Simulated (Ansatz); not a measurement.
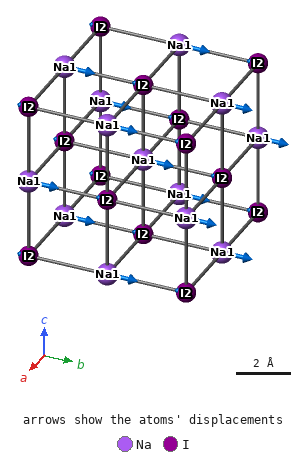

One vibrational mode of a crystal of NaI (a generated structure) at the zone centre. The blue arrows are the displacements of the atoms (eigenvector over the root of the mass), of arbitrary overall length and sign. A ball-and-stick model of the conventional cell (4 times the calculation's cell), seen from a free direction. Lengths and directions refer to the drawn axes.

Computed with DFT PBE, scalar-relativistic, plane waves, PAW (Ansatz). Set-up: plane-wave cutoff 420 eV; k-point mesh 8 × 8 × 8; occupations fixed; no spin polarisation.

Frequencies are those without the non-analytic (LO–TO) term.

### Describe the mode and give its frequency.

This is the T₁u mode (triply degenerate; one member of the set is drawn) at 103 cm⁻¹, the only optical level, infrared-active by symmetry. The Na sublattice moves against the I sublattice, along b; it stretches the shortest I–Na bonds (3.26 Å); the kinetic energy is shared as Na 85 %, I 15 %. Its infrared intensity is 5.2 (D/Å)²/amu for the set. The value is the transverse one; the longitudinal partner lies at 163 cm⁻¹.
